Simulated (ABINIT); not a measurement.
# Single-point calculation of TaAs

The run: single-point calculation of TaAs (4 atoms in the cell). Method and program: Kohn-Sham DFT of a periodic cell, PBEsol, JTH PAW PBE v2.0, no spin polarisation (ABINIT 10.8.3).

The structure derives from a Materials Project entry.

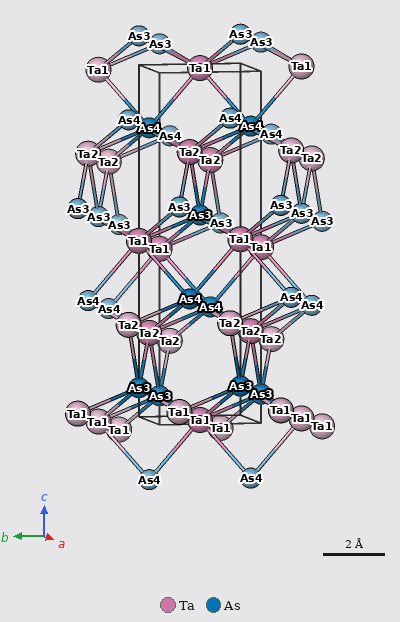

The structure as given in the input (ball-and-stick view of the cell 2 times as large as that of the calculation, set on its symmetry axes, seen at an oblique angle; neighbours outside the cell are drawn fainter; atoms are numbered from 1 in the order of the input). An atom can appear more than once, as a periodic image. Near neighbours in the periodic cell (some may lie outside the picture): Ta has 6 As at 2.61 to 2.62 Å; As has 6 Ta at 2.61 to 2.62 Å.

The input
```
# Pseudopotentials
pp_dirpath "./"
pseudos "Ta.GGA_PBE-JTH.xml, As.GGA_PBE-JTH.xml"

# Structure
acell 3*1.0 Angstrom
rprim
    -1.7218133622     1.7218133622     5.8679415361
     1.7218133622    -1.7218133622     5.8679415361
     1.7218133622     1.7218133622    -5.8679415361
ntypat 2
znucl 73 33
natom 4
typat 1 1 2 2
xred
     0.4999673000     0.4999673000     0.0000000000
     0.2499673000     0.7499673000     0.5000000000
     0.0826321200     0.0826321200     0.0000000000
     0.8326321200     0.3326321200     0.5000000000

# Plane-wave basis
ecut 19.0
pawecutdg 38.0
pawxcdev 0

# k points
kptopt 1
ngkpt 11 11 11
nshiftk 1
shiftk 0.0 0.0 0.0

# Exchange and correlation
ixc -116133

# Bands and occupations
nband 34
occopt 3
tsmear 0.00183747

# SCF cycle
nstep 100
tolvrs 1.0e-9

# Output
iomode 3
prtwf 0
prteig 0
prtebands 0
enunit 2
prtden 1
prtvha 1
prtvclmb 1
prtpot 1
```

Machine: 1 thread of Arm Neoverse V2, 24 GiB of memory available, shared host.

Command:
```bash
abinit run.abi > log 2>&1
```

The program's output
```
.Version 10.8.3 of ABINIT
 Symmetries : space group I4_1 m d (#109); Bravais tI (body-center tetrag.)
================================================================================
 Values of the parameters that define the memory need of the present run
     intxc =       0    ionmov =       0      iscf =      17    lmnmax =      18
     lnmax =       6     mgfft =      48  mpssoang =       3    mqgrid =    3001
     natom =       4  nloc_mem =       2    nspden =       1   nspinor =       1
    nsppol =       1      nsym =       8    n1xccc =       1    ntypat =       2
    occopt =       3   xclevel =       2
       mpw =        1883          nfft =      110592          nkpt =         126
 PAW method is used; the additional fine FFT grid is defined by:
   mgfftf=        72    nfftf =    373248
================================================================================
================================================================================

--------------------------------------------------------------------------------
------------- Echo of variables that govern the present computation ------------
--------------------------------------------------------------------------------
 -outvars: echo values of preprocessed input variables --------
            acell      1.8897261259E+00  1.8897261259E+00  1.8897261259E+00 Bohr
              amu      1.80947900E+02  7.49215900E+01
             ecut      1.90000000E+01 Hartree
           enunit           2
                       outvar_i_n : Printing only first  50 k-points.
              ixc     -116133
                       outvar_i_n : Printing only first  50 k-points.
         kptrlatt       11    0    0      0   11    0      0    0   11
          kptrlen      7.15826253E+01
            natom           4
            nband          34
            ngfft          48      48      48
          ngfftdg          72      72      72
             nkpt         126
            nstep         100
             nsym           8
           ntypat           2
                       prtocc : prtvol=0, do not print more k-points.
           occopt           3
        pawecutdg      3.80000000E+01 Hartree
         pawxcdev           0
        prtebands           0
           prteig           0
           prtpot           1
         prtvclmb           1
           prtvha           1
            prtwf           0
            rprim     -1.7218133622E+00  1.7218133622E+00  5.8679415361E+00
                       1.7218133622E+00 -1.7218133622E+00  5.8679415361E+00
                       1.7218133622E+00  1.7218133622E+00 -5.8679415361E+00
          spgroup         109
           tolvrs      1.00000000E-09
           tsmear      1.83747000E-03 Hartree
            typat      1  1  2  2
           useylm           1
                       outvars : Printing only first  50 k-points.
           xangst      9.1412655925E-18  4.7285934492E-17  5.8675577727E+00
                       1.7218133622E+00 -4.7000377860E-16  2.9335870047E+00
                      -3.2804053820E-18  1.2606413640E-17  9.6976089833E-01
                       0.0000000000E+00  1.7218133622E+00  3.9037316664E+00
            xcart      1.7274488414E-17  8.9357465798E-17  1.1088077218E+01
                       3.2537556945E+00 -8.8817841970E-16  5.5436760054E+00
                      -6.1990677539E-18  2.3822669210E-17  1.8325825055E+00
                       0.0000000000E+00  3.2537556945E+00  7.3769837185E+00
             xred      4.9996730000E-01  4.9996730000E-01  1.6385980421E-17
                       2.4996730000E-01  7.4996730000E-01  5.0000000000E-01
                       8.2632120000E-02  8.2632120000E-02  2.7081937169E-18
                       8.3263212000E-01  3.3263212000E-01  5.0000000000E-01
            znucl       73.00000   33.00000

================================================================================

 chkinp: Checking input parameters for consistency.

================================================================================
== DATASET  1 ==================================================================

--- !DatasetInfo
iteration_state: {dtset: 1, }
dimensions: {natom: 4, nkpt: 126, mband: 34, nsppol: 1, nspinor: 1, nspden: 1, mpw: 1883, }
cutoff_energies: {ecut:  19.0, pawecutdg:  38.0, }
electrons: {nelect:   5.60000000E+01, charge:   0.00000000E+00, occopt:   3.00000000E+00, tsmear:   1.83747000E-03, }
meta: {optdriver: 0, ionmov: 0, optcell: 0, iscf: 17, paral_kgb: 0, }
...

 Real(R)+Recip(G) space primitive vectors, cartesian coordinates (Bohr,Bohr^-1):
 R(1)= -3.2537557  3.2537557 11.0888024  G(1)=  0.0000000  0.1536686  0.0450905
 R(2)=  3.2537557 -3.2537557 11.0888024  G(2)=  0.1536686  0.0000000  0.0450905
 R(3)=  3.2537557  3.2537557-11.0888024  G(3)=  0.1536686  0.1536686  0.0000000
 Unit cell volume ucvol=  4.6958533E+02 bohr^3
 Angles (23,13,12)=  1.48550184E+02  1.48550184E+02  4.50738359E+01 degrees

 Coarse grid specifications (used for wave-functions):

 getcut: wavevector=  0.0000  0.0000  0.0000  ngfft=  48  48  48
         ecut(hartree)=     19.000   => boxcut(ratio)=   2.04059

 Fine grid specifications (used for densities):

 getcut: wavevector=  0.0000  0.0000  0.0000  ngfft=  72  72  72
         ecut(hartree)=     38.000   => boxcut(ratio)=   2.16173

--- Pseudopotential description ------------------------------------------------
- pspini: atom type   1  psp file is ./Ta.GGA_PBE-JTH.xml
 Pseudopotential format is: paw10
 basis_size (lnmax)=  6 (lmn_size= 18), orbitals=   0   0   1   1   2   2
 Spheres core radius: rc_sph= 2.41973345
 Shapefunction is SIN type: shapef(r)=[sin(pi*r/rshp)/(pi*r/rshp)]**2
 Radius for shape functions =  2.11065461
 Compensation charge density is not taken into account in XC energy/potential

- pspini: atom type   2  psp file is ./As.GGA_PBE-JTH.xml
 Pseudopotential format is: paw10
 basis_size (lnmax)=  6 (lmn_size= 18), orbitals=   0   0   1   1   2   2
 Spheres core radius: rc_sph= 2.10391912
 Shapefunction is BESSEL type: shapef(r,l)=aa(1,l)*jl(q(1,l)*r)+aa(2,l)*jl(q(2,l)*r)
 Radius for shape functions =  1.70360438
 Compensation charge density is not taken into account in XC energy/potential

   1.12385454E+04                                ecore*ucvol(ha*bohr**3)
--------------------------------------------------------------------------------

================================================================================

--- !BeginCycle
iteration_state: {dtset: 1, }
solver: {iscf: 17, nstep: 100, nline: 4, wfoptalg: 10, }
tolerances: {tolvrs: 1.00E-09, }
...

     iter   Etot(hartree)      deltaE(h)  residm     nres2
 ETOT  1  -340.04447334681    -3.400E+02 2.570E+01 2.879E+01
 ETOT  2  -345.93287848082    -5.888E+00 9.241E-02 6.056E+01
 ETOT  3  -345.86746005586     6.542E-02 5.518E-02 1.894E+01
 ETOT  4  -345.83423340846     3.323E-02 5.608E-02 2.020E+00
 ETOT  5  -345.83856422213    -4.331E-03 1.365E-02 1.520E+00
 ETOT  6  -345.83656533773     1.999E-03 7.636E-03 1.532E-01
 ETOT  7  -345.83675628127    -1.909E-04 4.699E-03 3.639E-03
 ETOT  8  -345.83692965802    -1.734E-04 4.058E-03 1.477E-02
 ETOT  9  -345.83692773772     1.920E-06 1.775E-03 3.348E-03
 ETOT 10  -345.83692277423     4.963E-06 2.511E-03 3.388E-05
 ETOT 11  -345.83692322169    -4.475E-07 1.688E-03 1.614E-05
 ETOT 12  -345.83692331829    -9.661E-08 1.698E-03 4.092E-06
 ETOT 13  -345.83692334919    -3.090E-08 8.165E-04 6.817E-07
 ETOT 14  -345.83692334833     8.646E-10 7.105E-04 2.080E-07
 ETOT 15  -345.83692334864    -3.101E-10 6.800E-04 3.711E-08
 ETOT 16  -345.83692334869    -5.457E-11 5.411E-04 7.357E-09
 ETOT 17  -345.83692334868     1.444E-11 4.627E-04 2.231E-09
 ETOT 18  -345.83692334867     9.720E-12 3.448E-04 6.054E-10

 At SCF step   18       nres2   =  6.05E-10 < tolvrs=  1.00E-09 =>converged.

 Cartesian components of stress tensor (hartree/bohr^3)
  sigma(1 1)=  1.19877176E-04  sigma(3 2)=  0.00000000E+00
  sigma(2 2)=  1.19877176E-04  sigma(3 1)=  0.00000000E+00
  sigma(3 3)=  1.41482506E-04  sigma(2 1)=  0.00000000E+00

--- !ResultsGS
iteration_state: {dtset: 1, }
comment   : Summary of ground state results
lattice_vectors:
- [ -3.2537557,   3.2537557,  11.0888024, ]
- [  3.2537557,  -3.2537557,  11.0888024, ]
- [  3.2537557,   3.2537557, -11.0888024, ]
lattice_lengths: [  12.00564,   12.00564,   12.00564, ]
lattice_angles: [148.550, 148.550,  45.074, ] # degrees, (23, 13, 12)
lattice_volume:   4.6958533E+02
convergence: {deltae:  9.720E-12, res2:  6.054E-10, residm:  3.448E-04, diffor: null, }
etotal    :  -3.45836923E+02
entropy   :   0.00000000E+00
fermie    :   1.87826470E-01
cartesian_stress_tensor: # hartree/bohr^3
- [  1.19877176E-04,   0.00000000E+00,   0.00000000E+00, ]
- [  0.00000000E+00,   1.19877176E-04,   0.00000000E+00, ]
- [  0.00000000E+00,   0.00000000E+00,   1.41482506E-04, ]
pressure_GPa:  -3.7388E+00
xred      :
- [  4.9997E-01,   4.9997E-01,   1.6386E-17, Ta]
- [  2.4997E-01,   7.4997E-01,   5.0000E-01, Ta]
- [  8.2632E-02,   8.2632E-02,   2.7082E-18, As]
- [  8.3263E-01,   3.3263E-01,   5.0000E-01, As]
cartesian_forces: # hartree/bohr
- [  3.52947495E-20,  -1.27335576E-19,   4.47971665E-04, ]
- [  6.01607743E-20,   5.95066569E-21,   4.47971665E-04, ]
- [ -1.14370883E-19,   4.82594429E-20,  -4.47971665E-04, ]
- [  1.89153591E-20,   7.31254677E-20,  -4.47971665E-04, ]
force_length_stats: {min:   4.47971665E-04, max:   4.47971665E-04, mean:   4.47971665E-04, }
...

 Integrated electronic density in atomic spheres:
 ------------------------------------------------
 Atom  Sphere_radius  Integrated_density
    1        2.41973         10.56307195
    2        2.41973         10.56307195
    3        2.10392         12.81810021
    4        2.10392         12.81810021

================================================================================

 ----iterations are completed or convergence reached----

 Mean square residual over all n,k,spin=   38.636E-08; max=  34.479E-05
 reduced coordinates (array xred) for    4 atoms
       0.499967300000      0.499967300000      0.000000000000
       0.249967300000      0.749967300000      0.500000000000
       0.082632120000      0.082632120000      0.000000000000
       0.832632120000      0.332632120000      0.500000000000
 rms dE/dt=  4.9675E-03; max dE/dt=  4.9732E-03; dE/dt below (all hartree)
    1      -0.004961759069     -0.004961759069      0.004961759069
    2      -0.004961759069     -0.004961759069      0.004961759069
    3       0.004973179502      0.004973179502     -0.004973179502
    4       0.004973179502      0.004973179502     -0.004973179502

 cartesian coordinates (angstrom) at end:
    1      0.00000000000000     0.00000000000000     5.86755777272354
    2      1.72181336220000    -0.00000000000000     2.93358700467354
    3     -0.00000000000000     0.00000000000000     0.96976089832800
    4      0.00000000000000     1.72181336220000     3.90373166637800

 cartesian forces (hartree/bohr) at end:
    1      0.00000000000000    -0.00000000000000     0.00044797166498
    2      0.00000000000000     0.00000000000000     0.00044797166498
    3     -0.00000000000000     0.00000000000000    -0.00044797166498
    4      0.00000000000000     0.00000000000000    -0.00044797166498
 frms,max,avg= 2.5863656E-04 4.4797166E-04   0.000E+00  0.000E+00 -5.150E-07 h/b

 cartesian forces (eV/Angstrom) at end:
    1      0.00000000000000    -0.00000000000000     0.02303562919983
    2      0.00000000000000     0.00000000000000     0.02303562919983
    3     -0.00000000000000     0.00000000000000    -0.02303562919983
    4      0.00000000000000     0.00000000000000    -0.02303562919983
 frms,max,avg= 1.3299627E-02 2.3035629E-02   0.000E+00  0.000E+00 -2.648E-05 e/A
 length scales=  1.889726125908  1.889726125908  1.889726125908 bohr
              =  1.000000000000  1.000000000000  1.000000000000 angstroms
 Fermi (or HOMO) energy (hartree) =   0.18783   Average Vxc (hartree)=  -0.43637
 Eigenvalues (hartree) for nkpt= 126  k points:
 kpt#   1, nband= 34, wtk=  0.00075, kpt=  0.0000  0.0000  0.0000 (reduced coord)
  -2.32459   -2.32422   -1.12276   -1.12276   -1.12167   -1.12140   -1.12101   -1.12101
  -1.12083   -1.12077   -1.12073   -1.12052   -1.09539   -1.09289   -1.09289   -1.08830
  -1.08830   -1.08631   -0.32674   -0.23463   -0.06886    0.07327    0.09732    0.09732
   0.10143    0.11598    0.12812    0.12812    0.22182    0.24598    0.27311    0.30189
   0.30189    0.31130
      occupation numbers for kpt#   1
   2.00000    2.00000    2.00000    2.00000    2.00000    2.00000    2.00000    2.00000
   2.00000    2.00000    2.00000    2.00000    2.00000    2.00000    2.00000    2.00000
   2.00000    2.00000    2.00000    2.00000    2.00000    2.00000    2.00000    2.00000
   2.00000    2.00000    2.00000    2.00000    0.00000    0.00000    0.00000    0.00000
   0.00000    0.00000
 prteigrs : prtvol=0 or 1, do not print more k-points.

 Fermi (or HOMO) energy (eV) =   5.11102   Average Vxc (eV)= -11.87435
 Eigenvalues (   eV  ) for nkpt= 126  k points:
 kpt#   1, nband= 34, wtk=  0.00075, kpt=  0.0000  0.0000  0.0000 (reduced coord)
 -63.25534  -63.24532  -30.55181  -30.55181  -30.52228  -30.51475  -30.50413  -30.50413
 -30.49939  -30.49782  -30.49653  -30.49101  -29.80696  -29.73904  -29.73904  -29.61416
 -29.61416  -29.56013   -8.89096   -6.38458   -1.87372    1.99373    2.64827    2.64827
   2.75997    3.15597    3.48623    3.48623    6.03596    6.69359    7.43173    8.21493
   8.21493    8.47092
 prteigrs : prtvol=0 or 1, do not print more k-points.

--- !EnergyTerms
iteration_state     : {dtset: 1, }
comment             : Components of total free energy in Hartree
kinetic             :  2.00888152212860E+01
hartree             :  7.62197803970616E+01
xc                  : -2.05610513777759E+01
Ewald energy        : -2.27827661807363E+02
psp_core            :  2.39329142687526E+01
local_psp           : -1.81367294431126E+02
PAW spherical_terms : -3.63222478039543E+01
internal            : -3.45836745533119E+02
'-kT*entropy'       : -1.73212084907312E-04
total_energy        : -3.45836918745203E+02
total_energy_eV     : -9.41070197409568E+03
...

--- !EnergyTermsDC
iteration_state     : {dtset: 1, }
comment             : '"Double-counting" decomposition of free energy'
band_energy         : -4.48023176333415E+01
Ewald energy        : -2.27827661807363E+02
psp_core            :  2.39329142687526E+01
xc_dc               : -8.30441160880659E+01
PAW spherical_terms : -1.40955688765641E+01
internal            : -3.45836750136582E+02
'-kT*entropy'       : -1.73212084907312E-04
total_energy_dc     : -3.45836923348667E+02
total_energy_dc_eV  : -9.41070209936229E+03
...

--- !EnergyTermsWithPAWCore
iteration_state     : {dtset: 1, }
comment             : 'Components of total free energy, including PAW core contributions'
Total energy        : -3.57195485943558E+04
Total energy DC     : -3.57195485989592E+04
Total energy (eV)   : -9.71978433333102E+05
Total energy DC (eV): -9.71978433458369E+05
...

 Cartesian components of stress tensor (hartree/bohr^3)
  sigma(1 1)=  1.19877176E-04  sigma(3 2)=  0.00000000E+00
  sigma(2 2)=  1.19877176E-04  sigma(3 1)=  0.00000000E+00
  sigma(3 3)=  1.41482506E-04  sigma(2 1)=  0.00000000E+00

-Cartesian components of stress tensor (GPa)         [Pressure= -3.7388E+00 GPa]
- sigma(1 1)=  3.52690828E+00  sigma(3 2)=  0.00000000E+00
- sigma(2 2)=  3.52690828E+00  sigma(3 1)=  0.00000000E+00
- sigma(3 3)=  4.16255903E+00  sigma(2 1)=  0.00000000E+00

== END DATASET(S) ==============================================================
================================================================================

 -outvars: echo values of variables after computation  --------
            acell      1.8897261259E+00  1.8897261259E+00  1.8897261259E+00 Bohr
           etotal     -3.4583692335E+02
            fcart      3.5294749531E-20 -1.2733557634E-19  4.4797166498E-04
                       6.0160774310E-20  5.9506656854E-21  4.4797166498E-04
                      -1.1437088293E-19  4.8259442939E-20 -4.4797166498E-04
                       1.8915359094E-20  7.3125467718E-20 -4.4797166498E-04
            rprim     -1.7218133622E+00  1.7218133622E+00  5.8679415361E+00
                       1.7218133622E+00 -1.7218133622E+00  5.8679415361E+00
                       1.7218133622E+00  1.7218133622E+00 -5.8679415361E+00
           strten      1.1987717597E-04  1.1987717597E-04  1.4148250578E-04
                       0.0000000000E+00  0.0000000000E+00  0.0000000000E+00
           xangst      9.1412655925E-18  4.7285934492E-17  5.8675577727E+00
                       1.7218133622E+00 -4.7000377860E-16  2.9335870047E+00
                      -3.2804053820E-18  1.2606413640E-17  9.6976089833E-01
                       0.0000000000E+00  1.7218133622E+00  3.9037316664E+00
             xred      4.9996730000E-01  4.9996730000E-01  1.6385980421E-17
                       2.4996730000E-01  7.4996730000E-01  5.0000000000E-01
                       8.2632120000E-02  8.2632120000E-02  2.7081937169E-18
                       8.3263212000E-01  3.3263212000E-01  5.0000000000E-01
 Calculation completed.
```

Key numbers

```tsv
quantity	value
outcome	converged
space group (tolerance 0.01 Å)	I4₁md (109)
electrons treated	56
free energy	−9410.7021 eV
Fermi energy	5.111 eV
gap on the k-point mesh	none (metallic)
pressure	−3.74 GPa
largest force (length of the vector)	0.023 eV/Å
wall time	14 min
peak memory	0.45 GiB
```

Spin–orbit coupling is left out, which matters for Ta.
